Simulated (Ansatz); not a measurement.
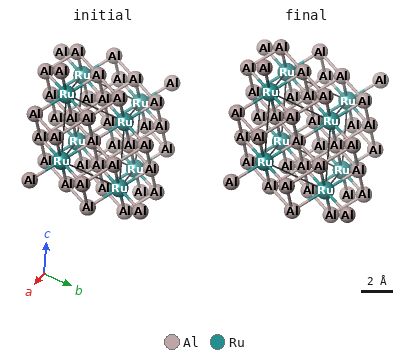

The structure of solid Al₃Ru (a generated structure, set up in Im-3m) (coarse preliminary run) before (left) and after (right) a relaxation, at one scale.

The picture is a ball-and-stick view of the cell of the calculation, seen slightly off an axis.

The calculation used DFT PBE, scalar-relativistic, plane waves, PAW (Ansatz 0.2.0).

Input
```yaml
crystal:
  lattice:
    - [-2.48387637, 2.48387637, 2.48387637]
    - [2.48387637, -2.48387637, 2.48387637]
    - [2.48387637, 2.48387637, -2.48387637]
  atoms:
    - { symbol: Al, position: [0.0, 0.5, 0.5] }
    - { symbol: Al, position: [0.5, 0.0, 0.5] }
    - { symbol: Al, position: [0.5, 0.5, 0.0] }
    - { symbol: Ru, position: [0.0, 0.0, 0.0] }
basis:
  ecutwfc: 420
kpoints:
  mp_grid: { grid: [6, 6, 6] }
hamiltonian:
  xc: pbe
scf:
  occupations: { method: gaussian, width: 0.1 }
  lower_state_search: "off"
output:
  forces: true
  stress: true
  eigenvalues: true
relax:
  adjacent_minimum: "off"
  f_tol: 0.04
  max_steps: 70
  cell: { stress_tol: 0.4 }
```

Launched with:
```bash
ansatz run input.yaml --threads 1 --pin off --max-ram 2560MiB --backend cpu --events-out ev --progress --plain --runs-dir out
```

Question: Summarise the run.

Answer: The energy falls by 0.450 eV per cell of the calculation in 3 accepted moves (4 points after the start). All forces vanish by symmetry, so only the cell relaxes. The pressure goes from 17.35 to 0.09 GPa. The SCF was repeated once at an unchanged geometry on a basis and grid sized afresh for the cell, which shifted the energy by 5.5 meV per cell of the calculation at most. No atom moves by more than 0.005 Å relative to the cell. Cell: a = b = c 4.302 → 4.510 Å (+4.8 %). Volume +15.2 %. Near-neighbour distances that change, for instance: Al1–Al2 2.484 → 2.604 Å, Al1–Ru4 2.484 → 2.604 Å. The space group stays Im-3m (No. 229). The run took 5.5 s on 1 thread of Arm Neoverse V2, on a shared host, peak memory 0.32 GiB.
